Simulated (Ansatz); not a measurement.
# Run report: W, geometry relaxation (part 2 of 2)

W (slab, 12 atoms in the cell); DFT PBE+D3(BJ), scalar-relativistic, plane waves, PAW, no spin polarisation (Ansatz 0.2.0); cutoff 420 eV, 4×4×1 k-mesh, Gaussian smearing of 0.1 eV. The structure derives from an entry of the Crystallography Open Database. The input holds or restrains some coordinates. Forces given for the steps count only the free coordinates. It belongs to a series of runs on one base structure; here: clean slab, lower planes held.

Geometry of the input (Å; fractional positions):
```
5.4722  0.0000  0.0000
-1.8241  5.1592  0.0000
0.0000  0.0000  20.4680
W  0.2500  0.2500  0.3909
W  0.2500  0.7500  0.3909
W  0.7500  0.2500  0.3909
W  0.7500  0.7500  0.3909
W  0.5000  0.5000  0.5000
W  0.5000  0.0000  0.5000
W  -0.0000  0.5000  0.5000
W  0.0000  0.0000  0.5000
W  0.7500  0.7500  0.6091
W  0.7500  0.2500  0.6091
W  0.2500  0.7500  0.6091
W  0.2500  0.2500  0.6091
```

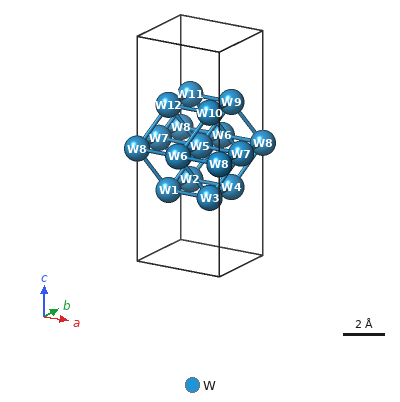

Fig. 1: The geometry at step 2 of the log (ball-and-stick view of the cell of the calculation, with the vacuum cut short, seen slightly off an axis; atoms are numbered from 1 in the order of the input).

Output, continued:
```
SCF iter   1: F=—  HF=-124611.487632 eV  |F-HF|=—  |Δ(HF+E_count)|=         —  Δρ=6.49e-3  dr2=1.04e0  ethr=5.64e-4  p=0.006 e·Å  D=1.81e-3 V/Å  ΔV_dip=-0.04 eV  dr2_dipole=1.82e-1  V_vac-E_F(+/−)=4.78/4.82 eV  ⟨swp⟩=1.7  Hψ=2393  notcnv=0  defer=24
efield: sawtooth ramp at fractional position 0.9800 (handed on by an earlier solve), width 0.0400; the density the first Hamiltonian is built on has a dipole p = 0.006 e·Å; the dipole correction subtracts the counter field D = 1.81e-3 V/Å, which shifts the + side's vacuum level by -0.04 eV against the − side's; the planar-averaged density in the ramp window peaks in size at 4.6e-7 e/Å³
eigensolver tolerance schedule calibrated: the retry pair's looser diagonalisation under-reported the residual by θ = 0.09 (0.12/decade); ethr = c·dr2/N_el runs at the constant in force after the calibration composes with the one it found (an armed cap, an earlier calibration), c = 6.5e-2
preconditioner: auto → LDOS  [metal: Δε(μ)=0.032 eV  Ē_g=4.381 eV  σ=0.100 eV  W_gap=0.18  n_scr=102 (ndim 8)  ℏωp=13.1 eV  f_vac=0.582  D(μ)=14.24/eV (n_scr^D=88)  β→1.0]
SCF iter   2: F=—  HF=-124611.443099 eV  |F-HF|=—  |Δ(HF+E_count)|=   4.45e-2  Δρ=3.22e-3  dr2=3.15e-1  ethr=4.01e-4  p=-0.003 e·Å  D=-9.94e-4 V/Å  ΔV_dip=0.02 eV  dr2_dipole=2.86e-2  V_vac-E_F(+/−)=4.86/4.84 eV  ⟨swp⟩=2.7  Hψ=1053  notcnv=0  defer=24
SCF iter   3: F=—  HF=-124611.426197 eV  |F-HF|=—  |Δ(HF+E_count)|=   1.69e-2  Δρ=1.62e-3  dr2=1.08e-1  ethr=1.21e-4  p=0.003 e·Å  D=8.62e-4 V/Å  ΔV_dip=-0.02 eV  dr2_dipole=1.81e-2  V_vac-E_F(+/−)=4.82/4.84 eV  ⟨swp⟩=3.1  Hψ=1329  notcnv=0  defer=29
SCF iter   4: F=—  HF=-124611.418249 eV  |F-HF|=—  |Δ(HF+E_count)|=   7.95e-3  Δρ=6.01e-4  dr2=1.92e-2  ethr=4.15e-5  p=-0.000 e·Å  D=-2.00e-5 V/Å  ΔV_dip=0.00 eV  dr2_dipole=5.27e-3  V_vac-E_F(+/−)=4.83/4.83 eV  ⟨swp⟩=2.0  Hψ=891  notcnv=0  defer=37
SCF iter   5: F=—  HF=-124611.417178 eV  |F-HF|=—  |Δ(HF+E_count)|=   1.07e-3  Δρ=1.82e-4  dr2=1.48e-3  ethr=7.39e-6  p=-0.001 e·Å  D=-1.81e-4 V/Å  ΔV_dip=0.00 eV  dr2_dipole=4.90e-4  V_vac-E_F(+/−)=4.83/4.83 eV  ⟨swp⟩=2.0  Hψ=849  notcnv=0  defer=37
SCF iter   6: F=—  HF=-124611.417118 eV  |F-HF|=—  |Δ(HF+E_count)|=   6.02e-5  Δρ=6.48e-5  dr2=1.17e-4  ethr=5.68e-7  p=-0.000 e·Å  D=-1.54e-4 V/Å  ΔV_dip=0.00 eV  dr2_dipole=3.30e-5  V_vac-E_F(+/−)=4.83/4.83 eV  ⟨swp⟩=2.3  Hψ=929  notcnv=0  defer=37
SCF iter   7: F=—  HF=-124611.417623 eV  |F-HF|=—  |Δ(HF+E_count)|=   5.05e-4  Δρ=2.74e-5  dr2=7.60e-6  ethr=4.49e-8  p=-0.000 e·Å  D=-5.21e-5 V/Å  ΔV_dip=0.00 eV  dr2_dipole=4.01e-7  V_vac-E_F(+/−)=4.83/4.83 eV  ⟨swp⟩=2.1  Hψ=971  notcnv=0  defer=42
SCF iter   8: F=—  HF=-124611.417583 eV  |F-HF|=—  |Δ(HF+E_count)|=   4.02e-5  Δρ=1.01e-5  dr2=1.71e-6  ethr=2.92e-9  p=0.000 e·Å  D=1.86e-5 V/Å  ΔV_dip=-0.00 eV  dr2_dipole=3.91e-11  V_vac-E_F(+/−)=4.83/4.83 eV  ⟨swp⟩=2.9  Hψ=1207  notcnv=0  defer=42
SCF iter   9: F=-124611.417583 eV  HF=-124611.417583 eV  |F-HF|=3.68e-7  |Δ(HF+E_count)|=   5.52e-7  Δρ=3.97e-6  dr2=6.17e-8  ethr=3.85e-11  p=0.000 e·Å  D=3.49e-5 V/Å  ΔV_dip=-0.00 eV  dr2_dipole=5.02e-10  V_vac-E_F(+/−)=4.83/4.83 eV  ⟨swp⟩=14.0  Hψ=4002  notcnv=0
SCF 3 converged in 9 iterations: F = -124611.417583 eV  dr2 = 6.17e-8
relax step   3: F+E_penalty+E_count = -124611.41758348 eV  Δ(F+E_penalty+E_count) = -9.666e-2 eV  max|allowed force component| = 1.478e-2 eV/Å  Δτ_max = 0.0978 Å  (9 SCF iters, accepted)
SCF converged after 9 iterations
Free energy (F): -124611.417583 eV
Harris-Foulkes:  -124611.417583 eV  (|F-HF|=3.68e-7)
Internal energy: -124611.351609 eV  (E = F + TS)
E sigma→0 (E₀):  -124611.384596 eV
Entropy (-TS):   -0.065975 eV (-5.498 meV/atom)
Fermi energy:    4.257309 eV
Dipole field:    D = 0.000017 V/Å  (p = 0.000055 e·Å, saw-weighted, corrected)
Work function:   Φ+ = 4.8311 eV   Φ− = 4.8314 eV
Levels:          The Fermi level and band energies are counted from a zero that moves with the ramp; work functions are not
--- Per-component energies (eV) ---
  E_band       = -4009.893153
  E_kinetic    = 5376.736840
  E_local      = -153915.651982  (includes V_loc(G=0)·N_el)
  E_nonlocal   = 16.494136
  E_hartree    = 74428.646111
  E_xc         = -3187.953509
  E_vxc        = -2845.171045  (∫ρ·V_xc dr)
  E_paw        = -102750.405836  (= ΣΔE_a)
  E_vpaw       = -1499.595503  (= ΣTr[D̂ρ^β])
  E_aug_tail   = -0.000693  (compensation charges beyond the density's cutoff)
  E_efield     = 0.000000  (sawtooth field / dipole correction)
  E_vefield    = 0.000141  (∫n·V_field dr)
  E_ewald      = 55426.075782
  E_disp       = -5.292458  (pairwise vdW)
  E_smearing   = -0.065975  (= −TS)
  E_closure    = 0.000000  (closes the sum)
  Σ components = -124611.417583   (vs F -124611.417583, Δ=0.00e0)
--- Forces (eV/Å), atoms counted from 1 ---
  atom   1  W      0.00000000    -0.00000000     0.02049326
  atom   2  W      0.00000000    -0.00000000     0.02049326
  atom   3  W      0.00000000     0.00000000     0.02049326
  atom   4  W      0.00000000     0.00000000     0.02049326
  atom   5  W     -0.00000000     0.00000000    -0.00572317
  atom   6  W     -0.00000000    -0.00000000    -0.00572317
  atom   7  W     -0.00000000    -0.00000000    -0.00572317
  atom   8  W     -0.00000000     0.00000000    -0.00572317
  atom   9  W     -0.00000000    -0.00000000    -0.01477562
  atom  10  W     -0.00000000     0.00000000    -0.01477562
  atom  11  W     -0.00000000     0.00000000    -0.01477562
  atom  12  W     -0.00000000    -0.00000000    -0.01477562
  max |Σ_I F_I| component: 2.21e-5 eV/Å
--- Band table (eV; the first three rows and the last of 7) ---
  k-point 0: bands = ["-69.7587", "-69.6682", "-69.6682", "-69.6288", "-69.5929", "-69.5721", "-69.5250", "-69.5250", "-69.5246", "-69.5246", "-69.4743", "-69.4619", "-34.6786", "-34.6786", "-34.6439", "-34.5339", "-34.4424", "-34.4424", "-34.2771", "-34.2207", "-34.2207", "-34.2204", "-34.2041", "-34.1843", "-34.0263", "-33.9089", "-33.9089", "-33.8465", "-33.8465", "-33.8318", "-33.8204", "-33.7375", "-33.7358", "-33.7358", "-33.7114", "-33.4983", "-33.4760", "-33.4760", "-33.4590", "-33.4501", "-33.3652", "-33.2996", "-33.2996", "-33.2763", "-33.2363", "-33.2363", "-33.1763", "-33.1760", "-4.4775", "-2.3342", "-1.7809", "-1.4771", "-1.4771", "-1.4372", "-1.1539", "-1.1539", "-0.9005", "-0.8500", "0.0233", "0.0233", "0.0293", "0.9939", "1.0056", "1.0056", "1.1947", "1.1947", "1.2690", "1.5014", "1.5789", "1.5789", "2.1558", "2.7473", "2.7846", "2.7846", "2.9376", "3.1618", "3.5886", "3.7921", "4.2497", "4.3084", "4.3084", "4.6409", "4.9812", "5.0105", "5.7358", "5.7358", "5.8194", "5.8312", "5.8312", "6.1223", "6.3811", "6.3907", "6.5645", "6.5645", "6.5704", "6.5704", "6.6523", "6.6637", "6.8029", "6.9011", "6.9011"]
  k-point 1: bands = ["-69.7459", "-69.6819", "-69.6625", "-69.6347", "-69.5830", "-69.5649", "-69.5348", "-69.5313", "-69.5174", "-69.5155", "-69.4817", "-69.4711", "-34.6345", "-34.5686", "-34.5602", "-34.4907", "-34.4039", "-34.3794", "-34.2611", "-34.2469", "-34.2043", "-34.1574", "-34.1189", "-34.0898", "-34.0841", "-33.9685", "-33.9461", "-33.8904", "-33.8320", "-33.8309", "-33.8151", "-33.7441", "-33.7079", "-33.6851", "-33.6341", "-33.5963", "-33.5557", "-33.5238", "-33.4942", "-33.4665", "-33.4096", "-33.3770", "-33.3708", "-33.3332", "-33.2877", "-33.2385", "-33.2329", "-33.2242", "-3.9456", "-1.8309", "-1.6600", "-1.2347", "-1.0006", "-0.9925", "-0.9924", "-0.7826", "-0.6495", "-0.4885", "-0.0096", "0.5210", "0.6375", "1.0887", "1.1589", "1.2311", "1.2645", "1.2762", "1.3058", "1.3605", "1.7958", "1.9226", "2.1902", "2.2366", "2.3495", "2.3641", "2.7979", "3.0881", "3.4832", "3.5850", "3.6315", "3.7221", "3.9873", "4.2075", "4.2232", "4.3365", "4.4863", "4.9716", "4.9920", "5.3687", "5.7705", "5.9412", "5.9523", "5.9973", "6.2541", "6.3077", "6.3981", "6.5036", "6.5662", "6.6330", "6.6997", "6.7844", "6.8735"]
  k-point 2: bands = ["-69.7143", "-69.7143", "-69.6487", "-69.6487", "-69.5590", "-69.5590", "-69.5478", "-69.5478", "-69.4996", "-69.4996", "-69.4932", "-69.4932", "-34.5398", "-34.5398", "-34.3920", "-34.3920", "-34.3145", "-34.3145", "-34.2912", "-34.2912", "-34.2308", "-34.2308", "-34.0257", "-34.0257", "-33.9948", "-33.9948", "-33.8353", "-33.8353", "-33.8137", "-33.8137", "-33.7427", "-33.7427", "-33.7413", "-33.7413", "-33.7260", "-33.7260", "-33.6010", "-33.6010", "-33.5148", "-33.5148", "-33.4888", "-33.4888", "-33.4634", "-33.4634", "-33.2609", "-33.2609", "-33.2467", "-33.2467", "-2.6742", "-2.6742", "-0.9871", "-0.9871", "-0.3082", "-0.3082", "-0.2054", "-0.2054", "-0.1840", "-0.1840", "0.1981", "0.1981", "1.0198", "1.0198", "1.2304", "1.2304", "1.2540", "1.2540", "1.7515", "1.7515", "1.8076", "1.8076", "2.1139", "2.1139", "2.5511", "2.5511", "2.8327", "2.8327", "2.8994", "2.8994", "3.1622", "3.1622", "3.4530", "3.4530", "3.5373", "3.5373", "4.5894", "4.5894", "4.8570", "4.8570", "4.9440", "4.9440", "5.3180", "5.3180", "5.9577", "5.9577", "6.1717", "6.1717", "6.3090", "6.3090", "6.3783", "6.3783", "6.6849"]
  k-point 6: bands = ["-69.6939", "-69.6939", "-69.6686", "-69.6686", "-69.5339", "-69.5339", "-69.5249", "-69.5249", "-69.5243", "-69.5243", "-69.5174", "-69.5174", "-34.4048", "-34.4048", "-34.3703", "-34.3703", "-34.2516", "-34.2516", "-34.1093", "-34.1093", "-34.0334", "-34.0334", "-33.9842", "-33.9842", "-33.9032", "-33.9032", "-33.8762", "-33.8762", "-33.8219", "-33.8219", "-33.7527", "-33.7527", "-33.7241", "-33.7241", "-33.7197", "-33.7197", "-33.6996", "-33.6996", "-33.6154", "-33.6154", "-33.5974", "-33.5974", "-33.4982", "-33.4982", "-33.4713", "-33.4713", "-33.4613", "-33.4613", "-2.0990", "-2.0990", "-0.5890", "-0.5890", "-0.2878", "-0.2878", "-0.0573", "-0.0573", "0.2948", "0.2948", "1.1125", "1.1125", "1.2260", "1.2260", "1.3969", "1.3969", "1.4509", "1.4509", "1.8064", "1.8064", "2.4373", "2.4373", "2.5345", "2.5345", "2.6775", "2.6775", "2.9581", "2.9581", "3.2987", "3.2987", "3.3013", "3.3013", "3.3417", "3.3417", "3.6789", "3.6789", "3.7299", "3.7299", "4.1351", "4.1351", "4.8073", "4.8073", "5.0974", "5.0974", "5.2859", "5.2859", "5.2979", "5.2979", "5.5591", "5.5591", "5.7141", "5.7141", "6.0198"]
--- Relaxed structure (3 steps of the walk, 2 accepted, 0 SCFs on fresh bases) ---
  F+E_penalty+E_count = -124611.41758348 eV   max|allowed force component| = 1.478e-2 eV/Å
  atoms:
    - { symbol: W, position: [0.25, 0.25, 0.39085342529999995] }
    - { symbol: W, position: [0.24999999999999997, 0.75, 0.39085342529999995] }
    - { symbol: W, position: [0.75, 0.25, 0.39085342529999995] }
    - { symbol: W, position: [0.7499999999999999, 0.75, 0.39085342529999995] }
    - { symbol: W, position: [0.5, 0.5, 0.4976272376257505] }
    - { symbol: W, position: [0.49999999999999994, 0.0, 0.4976272376257505] }
    - { symbol: W, position: [0.0, 0.49999999999999994, 0.4976272376257505] }
    - { symbol: W, position: [-1.4779849086304974e-18, 3.0020033915891132e-30, 0.4976272376257505] }
    - { symbol: W, position: [0.7499999999999999, 0.75, 0.6043678906175417] }
    - { symbol: W, position: [0.75, 0.25, 0.6043678906175417] }
    - { symbol: W, position: [0.24999999999999997, 0.75, 0.6043678906175417] }
    - { symbol: W, position: [0.25, 0.25, 0.6043678906175417] }
```

Trajectory as extended XYZ (Å, eV, eV/Å), 3 frames, from step=1 to step=3:
```
12
Lattice="5.4722 0.0000 0.0000 -1.8241 5.1592 0.0000 0.0000 0.0000 20.4680" Properties=species:S:1:pos:R:3:forces:R:3 step=1 energy=-124611.32092
W     0.9120    1.2898    8.0000    0.0000   0.0000   0.4689
W     0.0000    3.8694    8.0000    0.0000   0.0000   0.4689
W     3.6481    1.2898    8.0000    0.0000   0.0000   0.4689
W     2.7361    3.8694    8.0000    0.0000   0.0000   0.4689
W     1.8241    2.5796   10.2340    0.0000   0.0000   0.0000
W     2.7361    0.0000   10.2340    0.0000   0.0000   0.0000
W    -0.9120    2.5796   10.2340    0.0000   0.0000   0.0000
W     0.0000    0.0000   10.2340    0.0000   0.0000   0.0000
W     2.7361    3.8694   12.4680    0.0000   0.0000  -0.4689
W     3.6481    1.2898   12.4680    0.0000   0.0000  -0.4689
W     0.0000    3.8694   12.4680    0.0000   0.0000  -0.4689
W     0.9120    1.2898   12.4680    0.0000   0.0000  -0.4689
12
Lattice="5.4722 0.0000 0.0000 -1.8241 5.1592 0.0000 0.0000 0.0000 20.4680" Properties=species:S:1:pos:R:3:forces:R:3 step=2 energy=-124611.32040 accepted=F
W     0.9120    1.2898    8.0000    0.0000   0.0000  -0.3602
W     0.0000    3.8694    8.0000    0.0000   0.0000  -0.3602
W     3.6481    1.2898    8.0000    0.0000   0.0000  -0.3602
W     2.7361    3.8694    8.0000    0.0000   0.0000  -0.3602
W     1.8241    2.5796   10.1500    0.0000   0.0000  -0.2628
W     2.7361    0.0000   10.1500    0.0000   0.0000  -0.2628
W    -0.9120    2.5796   10.1500    0.0000   0.0000  -0.2628
W     0.0000    0.0000   10.1500    0.0000   0.0000  -0.2628
W     2.7361    3.8694   12.2724    0.0000   0.0000   0.6229
W     3.6481    1.2898   12.2724    0.0000   0.0000   0.6229
W     0.0000    3.8694   12.2724    0.0000   0.0000   0.6229
W     0.9120    1.2898   12.2724    0.0000   0.0000   0.6229
12
Lattice="5.4722 0.0000 0.0000 -1.8241 5.1592 0.0000 0.0000 0.0000 20.4680" Properties=species:S:1:pos:R:3:forces:R:3 step=3 energy=-124611.41758
W     0.9120    1.2898    8.0000    0.0000   0.0000   0.0205
W     0.0000    3.8694    8.0000    0.0000   0.0000   0.0205
W     3.6481    1.2898    8.0000    0.0000   0.0000   0.0205
W     2.7361    3.8694    8.0000    0.0000   0.0000   0.0205
W     1.8241    2.5796   10.1854    0.0000   0.0000  -0.0057
W     2.7361    0.0000   10.1854    0.0000   0.0000  -0.0057
W    -0.9120    2.5796   10.1854    0.0000   0.0000  -0.0057
W     0.0000    0.0000   10.1854    0.0000   0.0000  -0.0057
W     2.7361    3.8694   12.3702    0.0000   0.0000  -0.0148
W     3.6481    1.2898   12.3702    0.0000   0.0000  -0.0148
W     0.0000    3.8694   12.3702    0.0000   0.0000  -0.0148
W     0.9120    1.2898   12.3702    0.0000   0.0000  -0.0148
```

Results in brief:

- outcome: converged under the restraints of the input
- electrons treated: 168
- free energy: −124611.4176 eV
- work function, top face: 4.83 eV
- work function, bottom face: 4.83 eV
- Fermi energy: 4.257 eV
- gap on the k-point mesh: none (metallic)
- final volume: 577.86 Å³
- work function (upper face): 4.83 eV
- largest force (length of the vector) at the end, held atoms and coordinates included: 0.020 eV/Å
- hardware: 4 threads of Intel Xeon (Sapphire Rapids), 16 GiB of memory available, shared host
- wall time: 17 s (CPU time 65 s)
- peak memory: 1.5 GiB

Remarks:

Spin–orbit coupling is left out, which matters for W.
